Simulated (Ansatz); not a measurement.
# The perfect SiC wire along [110], 2 atoms a period, H-terminated, part 2 of 3

Aim: is the SiC wire along [110], 2 atoms a period, H-terminated a metal or a semiconductor?

Ansatz 0.2.0; DFT PBE, plane waves, PAW; relaxation of a wire's period (the session's first sound run).

So far. Step 2 (The relaxed wire): The cell's length comes to 3.155 Å with spin left out.

## 3. The wire at its relaxed period

This step: DFT PBE, plane waves, PAW; channels and complex bands of a perfect wire (Ansatz 0.2.0).

At the relaxed period the Bloch states of the perfect wire are found at each energy: those that move forward count the open channels, and those that decay describe how a disturbance dies away inside the wire itself. An energy step of 0.035 eV is under the 0.039 eV that the program asks for its thermal average at 300 K.

input.yaml reads:

```yaml
crystal:
  lattice:
    - [9.39, 0.0, 0.0]
    - [0.0, 9.2, 0.0]
    - [0.0, 0.0, 3.1547205077]
  atoms:
    - { symbol: H, position: [0.362524864, 0.63139812, 0.0] }
    - { symbol: Si, position: [0.456773124, 0.500027171, 0.0] }
    - { symbol: C, position: [0.566705413, 0.500027171, 0.5] }
    - { symbol: H, position: [0.636549722, 0.403786148, 0.5] }
    - { symbol: H, position: [0.636549722, 0.596268194, 0.5] }
    - { symbol: H, position: [0.362524864, 0.368656222, 0.0] }
kpoints:
  mp_grid: { grid: [1, 1, 26] }
  band_path: { path: ["Γ", Z], npoints: 50 }
scf:
  occupations: { method: fermi_dirac, width: 0.05 }
hamiltonian:
  xc: pbe
output:
  transmission:
    e_range: [-2, 2]
    de: 0.035
    kmesh: [1, 1]
    reduced_basis: true
    leads: [[0, 0]]
  dos: { e_range: [-5, 4] }
  write_potential: true
  write_density: true
  volumetric_format: npy
  elf: true
```

Run with:

```bash
$ ansatz run input.yaml --threads 8 --pin off --max-ram 16384MiB --backend cpu --events-out ev --progress --plain --runs-dir out
```

Numbers of over 12 decimals in the logs are rounded to 6 here.

Output:

```text
[...]
Crystal: 6 atoms, lattice volume = 272.530 Å³
Basis set: ecut = 420 eV, 5331 PW (Γ)
Bands: 12, of which v1, the nominal top of the filled ones, is band 6 counted from 1 (5 counted from 0)
Symmetry: 4 space group operations
[...]
k-points: 14 of 26
[...]
SCF iter   1: F=—  HF=-950.927989 eV  |F-HF|=—  |Δ(HF+E_count)|=         —  Δρ=1.51e-3  dr2=7.39e-3  ethr=1.77e-3  ⟨swp⟩=6.6  Hψ=1406  notcnv=0
[...]
SCF iter   7: F=-950.937885 eV  HF=-950.937885 eV  |F-HF|=6.93e-9  |Δ(HF+E_count)|=   2.87e-8  Δρ=1.53e-6  dr2=6.59e-9  ethr=8.33e-10  ⟨swp⟩=9.5  Hψ=844  notcnv=0
SCF 1 converged in 7 iterations: F = -950.937885 eV  dr2 = 6.59e-9
[...]
NSCF: frozen V_eff on 51 k-points
transmission: 4 of 24 steps passed
transmission: 8 of 24 steps passed
[...]
transmission: 24 of 24 steps passed
WARN: The output density's exchange-correlation potential varies sharply where the density is thin. Do not read a vacuum level from v_tot or v_xc, or from such a field of the output density. On a cell that repeats whose density bears no net charge and no dipole along the vacuum's axis use v_es (v_loc + v_h of the components); under efield.dipole_correction with no amplitude use v_es + v_field, which holds any externa [...]
Second SCF, for the conductance: iteration 1, dr2 1.377e-8 eV
Second SCF, for the conductance: iteration 2, dr2 4.675e-9 eV
Second SCF, for the conductance: iteration 3, dr2 7.449e-10 eV
transmission: 4 of 24 steps passed
transmission: 8 of 24 steps passed
[...]
transmission: 24 of 24 steps passed
SCF converged after 7 iterations
Free energy (F): -950.937885 eV
[...]
Internal energy: -950.937885 eV  (E = F + TS)
E sigma→0 (E₀):  -950.937885 eV
Fermi energy:    -2.425644 eV
[...]
--- Band table (eV; the first three rows and the last of 14) ---
  k-point 0: bands = [... 2 lower, -9.4172, -6.4927, -6.1687, -4.9506, 0.1243, 0.8270, 1.2794, 1.5733, ... 2 higher]
  k-point 1: bands = [... 2 lower, -9.4062, -6.4884, -6.1737, -5.0389, 0.1579, 0.8675, 1.3097, 1.5943, ... 2 higher]
  k-point 2: bands = [... 2 lower, -9.3734, -6.4760, -6.1921, -5.2783, 0.2450, 0.9702, 1.3988, 1.6574, ... 2 higher]
  k-point 13: bands = [... 2 lower, -8.4582, -7.7590, -6.8858, -6.3388, 1.1305, 2.1707, 2.7574, 2.8581, ... 2 higher]
--- Transmission ---
  basis      : 753 plane waves across, 4 finite elements along
  points     : 1, standing for a mesh of 1 x 1
  filling    : by a second SCF (3 iterations) under fermi_dirac of width 0.025852 eV on a mesh of 1 x 1 x 42, whose Fermi level is -2.419603 eV
  energies   : 115 from -2.000000 to 1.990000 eV about the Fermi level, 0.035000 eV apart; the leads are filled to 0.000000 eV, and channels, transmission and decay are at -0.005000 eV
  crystal 0  : H4Si1C1, at the sites [0, 0], period 3.1547 Å: whole cells are its period
    offset         : up to 0.0000 Å between an atom of the period and one for which it stands
    channels       : 0.000000e0 a spin
    conductance    : none, crystal 0 has no channel at the energies, or these end too early or step too widely for 300 K: set another output.transmission.e_range or a lower de, or, where they end at an eighth of basis.ecutwfc, a higher one
    slowest decay  : 0.2820 /Å at (0.0000, 0.0000)
```

It took 72 s on 8 threads of Intel Xeon Platinum 8488C (Sapphire Rapids), shared host; peak memory 0.94 GiB.

The column dr2 measures how far the density is from self-consistency, as an energy; F and HF (Harris–Foulkes) agree once it is small.

Numbers from this step:

```
channels at the energy nearest the Fermi level, one spin        : 0
slowest decay in the lead at the energy nearest the Fermi level : 0.282 Å⁻¹
band gap                                                        : 5.075 eV
```

The open channels of the lead, one spin stays at 0 for energy from -2 to 1.99 eV.

The slowest values at each energy, most degenerate partners merged, listed up to 1.5 1/Å. Im kz of the slowest decaying states against energy, zero at the Fermi level:

| energy (eV) | decay 1 (Å⁻¹) | decay 2 (Å⁻¹) | decay 3 (Å⁻¹) | decay 4 (Å⁻¹) |
| --- | --- | --- | --- | --- |
| -2.000 | 0.173 | 0.637 | 0.688 | 1.15 |
| -1.510 | 0.224 | 0.646 | 0.702 | 1.09 |
| -0.985 | 0.256 | 0.646 | 0.707 | 1.02 |
| -0.495 | 0.274 | 0.638 | 0.703 | 0.954 |
| -0.005 | 0.282 | 0.623 | 0.694 | 0.881 |
| 0.485 | 0.282 | 0.602 | 0.680 | 0.801 |
| 1.010 | 0.274 | 0.572 | 0.659 | 0.705 |
| 1.500 | 0.256 | 0.537 | 0.601 | 0.633 |

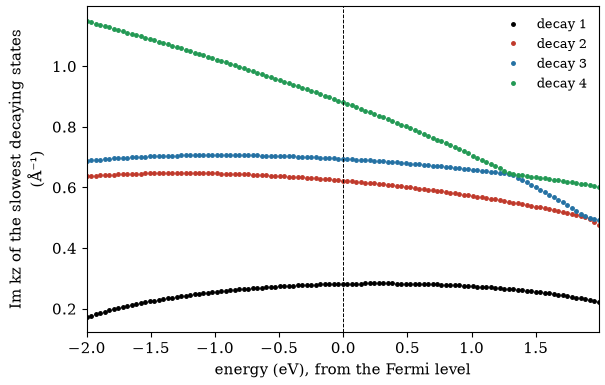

Im kz of the slowest decaying states, plotted against energy.

Electronic bands along the path, in eV, zero at the Fermi level:

| point | band 3 | band 4 | band 5 | band 6 | band 7 | band 8 | band 9 | band 10 |
| --- | --- | --- | --- | --- | --- | --- | --- | --- |
| Γ | -6.99 | -4.07 | -3.74 | -2.52 | 2.55 | 3.25 | 3.71 | 4.00 |
| Z | -6.03 | -5.33 | -4.46 | -3.91 | 3.56 | 4.60 | 5.18 | 5.28 |

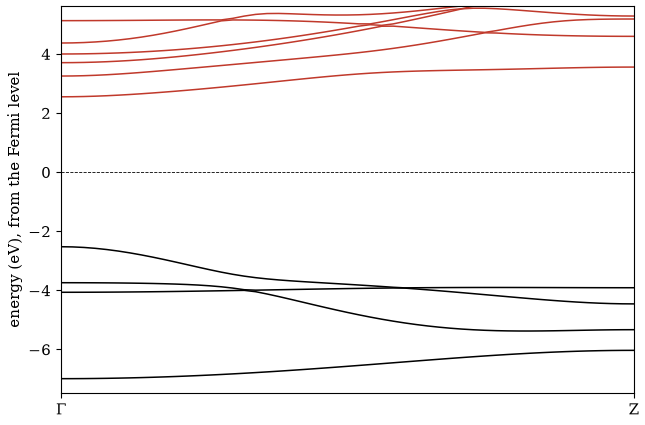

Electronic bands along the path; lines of filled and empty bands in two colours.

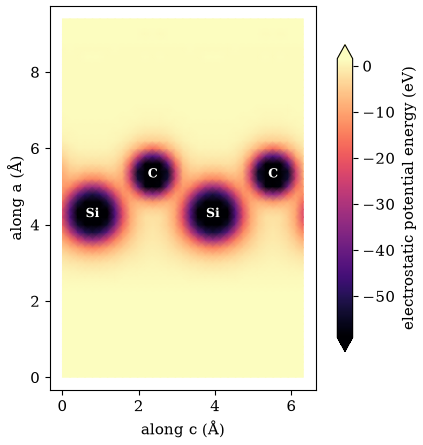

Electrostatic potential energy in the ca plane at fractional y = 0.500, with atoms of Si and C within 0.2 Å of it. With pseudopotentials it is smooth inside the atoms' cores, unlike the true potential. The map starts off the cell's origin, so that atoms lie inside it.

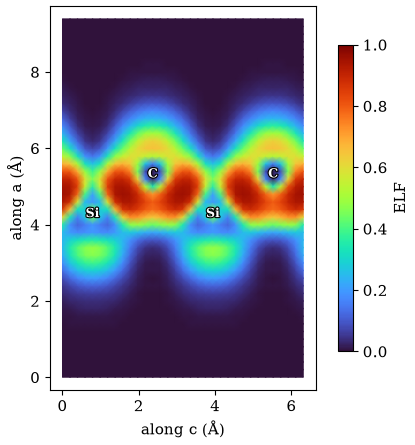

ELF in the ca plane at fractional y = 0.500, with atoms of Si and C within 0.2 Å of it. It is the smooth field of the valence electrons, not physical close to the nuclei. The map starts off the cell's origin, so that atoms lie inside it.

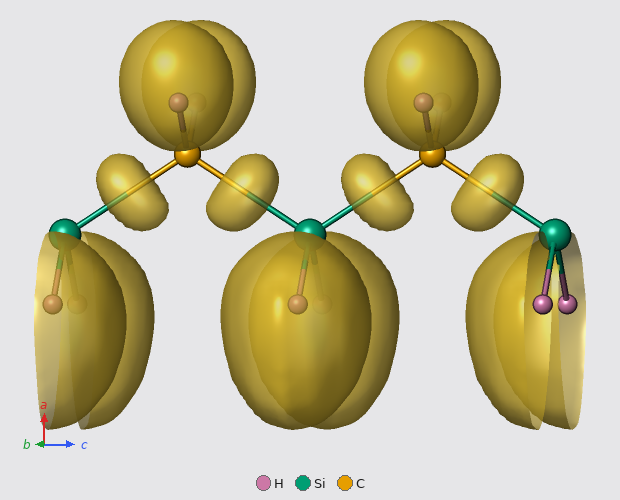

Surface of ELF = 0.85. 1×1×2 cells are drawn.

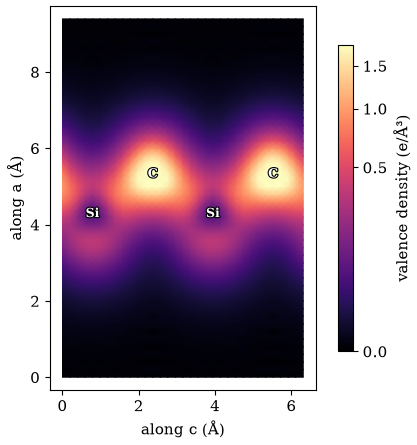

Valence density in the ca plane at fractional y = 0.500, with atoms of Si and C within 0.2 Å of it. It is the smooth field of the valence electrons, not physical close to the nuclei. The map starts off the cell's origin, so that atoms lie inside it. The colour scale is stretched toward low values.

By hand: a barrier of this wire, of length L, would pass T ∝ exp(−2κL) at this energy; with κ = 0.282 Å⁻¹ one decade takes ln 10 / (2κ) = 4.08 Å.

At the computed energy nearest the Fermi level there are 0 channels a spin; the gap is 5.07 eV.

## 4. Levels at the same atoms, level LDA, cutoff 420 eV

This step: DFT LDA, plane waves, PAW; bands of a perfect wire at the PBE geometry (Ansatz 0.2.0).

The atoms stay at the PBE geometry and the functional changes. At fixed atoms LDA and the gradient-corrected functionals usually give like bands; this run checks that. Against the first PBE run of this kind, the mesh along the wire has 20 points against 26.

input.yaml, the sections that differ from step 3:

```yaml
kpoints:
  mp_grid: { grid: [1, 1, 20] }
  band_path: { path: ["Γ", Z], npoints: 50 }
hamiltonian:
  xc: lda
# crystal, scf: as in step 3
# output: removed
```

Output:

```text
[...]
Crystal: 6 atoms, lattice volume = 272.530 Å³
Basis set: ecut = 420 eV, 5331 PW (Γ)
Bands: 12, of which v1, the nominal top of the filled ones, is band 6 counted from 1 (5 counted from 0)
Symmetry: 4 space group operations
[...]
k-points: 11 of 20
[...]
SCF iter   1: F=—  HF=-914.329142 eV  |F-HF|=—  |Δ(HF+E_count)|=         —  Δρ=4.28e-3  dr2=3.83e-2  ethr=1.77e-3  ⟨swp⟩=6.9  Hψ=1107  notcnv=0
[...]
SCF iter   7: F=-914.330135 eV  HF=-914.330135 eV  |F-HF|=1.14e-8  |Δ(HF+E_count)|=   1.50e-7  Δρ=1.10e-6  dr2=4.14e-9  ethr=8.33e-10  ⟨swp⟩=8.4  Hψ=633  notcnv=0
SCF 1 converged in 7 iterations: F = -914.330135 eV  dr2 = 4.14e-9
[...]
SCF converged after 7 iterations
Free energy (F): -914.330135 eV
[...]
Internal energy: -914.330135 eV  (E = F + TS)
E sigma→0 (E₀):  -914.330135 eV
Fermi energy:    -2.568172 eV
[...]
--- Band table (eV; the first three rows and the last of 11) ---
  k-point 0: bands = [... 2 lower, -9.5032, -6.5047, -6.2320, -5.0968, -0.0222, 0.7608, 1.2092, 1.5387, ... 2 higher]
  k-point 1: bands = [... 2 lower, -9.4839, -6.4970, -6.2404, -5.2452, 0.0437, 0.8239, 1.2593, 1.5740, ... 2 higher]
  k-point 2: bands = [... 2 lower, -9.4269, -6.4753, -6.2790, -5.6189, 0.1990, 0.9642, 1.4073, 1.6799, ... 2 higher]
  k-point 10: bands = [... 2 lower, -8.4980, -7.8766, -6.9822, -6.3490, 0.8339, 1.9121, 2.5678, 2.5825, ... 2 higher]
```

Run time: 2.5 s. Hardware: 8 threads; peak memory 0.59 GiB; 13 s of CPU time.

The electronic bands at the labelled points (eV, zero at the Fermi level):

| point | band 3 | band 4 | band 5 | band 6 | band 7 | band 8 | band 9 | band 10 |
| --- | --- | --- | --- | --- | --- | --- | --- | --- |
| Γ | -6.93 | -3.94 | -3.66 | -2.53 | 2.55 | 3.33 | 3.78 | 4.11 |
| Z | -5.93 | -5.31 | -4.41 | -3.78 | 3.40 | 4.48 | 5.14 | 5.15 |

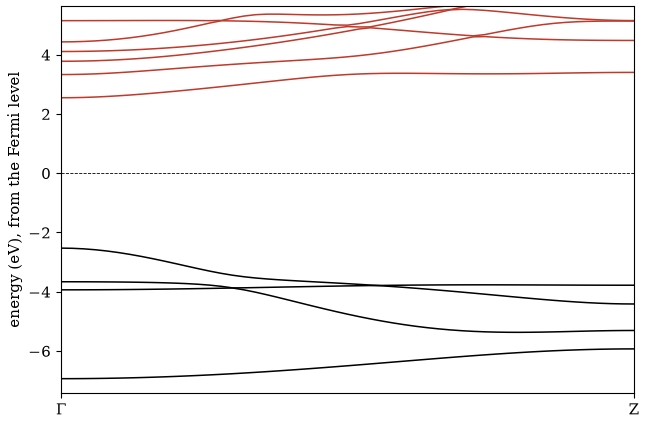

Electronic bands along the path; lines of filled and empty bands in two colours.

The gap is 5.07 eV, against 5.07 eV under PBE at the relaxed period.

## 5. Levels at the same atoms, level PBEsol, cutoff 420 eV

This step: DFT PBEsol, plane waves, PAW; bands of a perfect wire at the PBE geometry (Ansatz 0.2.0).

The atoms stay at the PBE geometry and the functional changes. At fixed atoms LDA and the gradient-corrected functionals usually give like bands; this run checks that. Against the first PBE run of this kind, the mesh along the wire has 20 points against 26.

Changes to input.yaml since step 4:

```diff
@@ -18,2 +18,2 @@
 hamiltonian:
-  xc: lda
+  xc: pbesol
```

Output:

```text
[...]
Crystal: 6 atoms, lattice volume = 272.530 Å³
Basis set: ecut = 420 eV, 5331 PW (Γ)
Bands: 12, of which v1, the nominal top of the filled ones, is band 6 counted from 1 (5 counted from 0)
Symmetry: 4 space group operations
[...]
k-points: 11 of 20
[...]
--- Band table (eV; the first three rows and the last of 11) ---
  k-point 0: bands = [... 2 lower, -9.3845, -6.4062, -6.1081, -4.9388, 0.1548, 0.8538, 1.3573, 1.6537, ... 2 higher]
  k-point 1: bands = [... 2 lower, -9.3655, -6.3988, -6.1171, -5.0876, 0.2160, 0.9215, 1.4100, 1.6892, ... 2 higher]
  k-point 2: bands = [... 2 lower, -9.3094, -6.3779, -6.1566, -5.4631, 0.3607, 1.0769, 1.5605, 1.7954, ... 2 higher]
  k-point 10: bands = [... 2 lower, -8.3996, -7.7476, -6.8567, -6.2570, 1.0781, 2.1306, 2.7958, 2.8151, ... 2 higher]
[key lines of the parts left out:]
SCF converged after 6 iterations
Free energy (F): -931.290380 eV
Fermi energy:    -2.401640 eV
```

Wall time 2.1 s (8 threads); peak memory 0.57 GiB.

Electronic bands along the path, in eV, zero at the Fermi level:

| point | band 3 | band 4 | band 5 | band 6 | band 7 | band 8 | band 9 | band 10 |
| --- | --- | --- | --- | --- | --- | --- | --- | --- |
| Γ | -6.98 | -4.00 | -3.71 | -2.54 | 2.56 | 3.26 | 3.76 | 4.06 |
| Z | -6.00 | -5.35 | -4.46 | -3.86 | 3.48 | 4.53 | 5.20 | 5.22 |

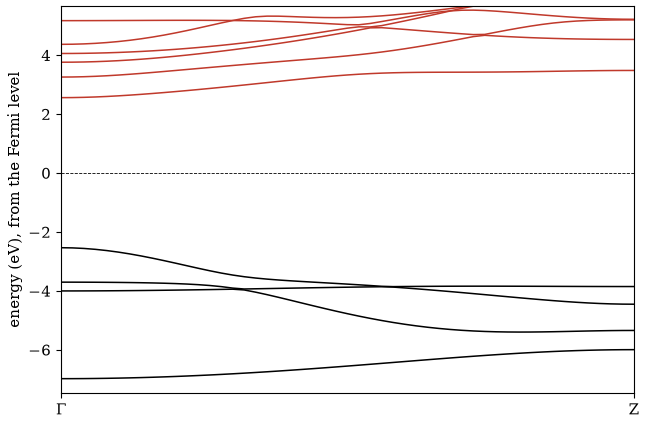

Electronic bands along the path; lines of filled and empty bands in two colours.

The gap is 5.09 eV, against 5.07 eV under PBE at the relaxed period.

## 6. Another level of theory, level r2SCAN, cutoff 500 eV

This step: DFT r2SCAN, plane waves, PAW; bands of a perfect wire at the PBE geometry (Ansatz 0.2.0).

The atoms stay at the PBE geometry and the functional changes. r2SCAN also reads the kinetic-energy density; it often gives larger moments and wider gaps than PBE, at a higher cost. Against the first PBE run of this kind, the cutoff is 500 eV against 420 and the mesh along the wire has 20 points against 26.

Changes to input.yaml since step 5:

```diff
@@ -18,2 +18,2 @@
 hamiltonian:
-  xc: pbesol
+  xc: r2scan
```

Output:

```text
[...]
Crystal: 6 atoms, lattice volume = 272.530 Å³
Basis set: ecut = 500 eV, 6957 PW (Γ), exchange–correlation on 288×288×96 points (64 copies of the dense FFT grid, shifted against one another)
Bands: 12, of which v1, the nominal top of the filled ones, is band 6 counted from 1 (5 counted from 0)
Symmetry: 4 space group operations
[...]
k-points: 11 of 20
[...]
--- Band table (eV; the first three rows and the last of 11) ---
  k-point 0: bands = [... 2 lower, -9.8354, -6.8321, -6.4719, -5.1777, 0.6247, 1.3555, 1.9977, 2.2892, ... 2 higher]
  k-point 1: bands = [... 2 lower, -9.8161, -6.8249, -6.4821, -5.3263, 0.6987, 1.4166, 2.0659, 2.3248, ... 2 higher]
  k-point 2: bands = [... 2 lower, -9.7589, -6.8047, -6.5239, -5.7055, 0.8713, 1.5624, 2.2499, 2.4312, ... 2 higher]
  k-point 10: bands = [... 2 lower, -8.8387, -8.0983, -7.2270, -6.6895, 1.4617, 2.5756, 3.2691, 3.3470, ... 2 higher]
[key lines of the parts left out:]
SCF converged after 7 iterations
Free energy (F): -955.255685 eV
Fermi energy:    -2.283658 eV
```

Wall time 9.4 s (8 threads); peak memory 1.1 GiB.

The gap is 5.80 eV, against 5.07 eV under PBE at the relaxed period.

## 7. The series together

Times are for 8 threads of Intel Xeon Platinum 8488C (Sapphire Rapids), shared host. The runs compared:

| no. | level | band gap (eV) | time | memory (GiB) |
| --- | --- | --- | --- | --- |
| 1 | LDA | 5.075 | 2.5 s | 0.59 |
| 2 | PBEsol | 5.094 | 2.1 s | 0.57 |
| 3 | r2SCAN | 5.802 | 9.4 s | 1.1 |

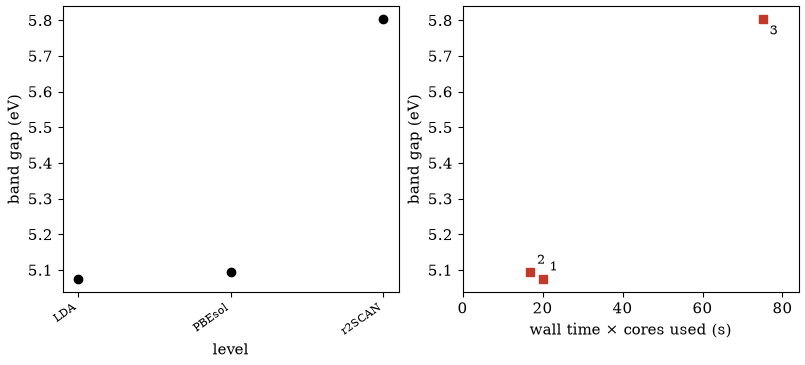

The series as plots; the last panel sets the first result against cost, with the runs numbered as in the table.

[end of part 2 of 3]

[Logs are printed without paths, hosts, clocks, repeated set-up lines and the standing remarks that a program may print on its own settings, such as how far it seeks lower states.]

[Hosts, paths, dates, database ids (printed as entryN), source tags and the programs' standing remarks are cut or masked in the printed files.]
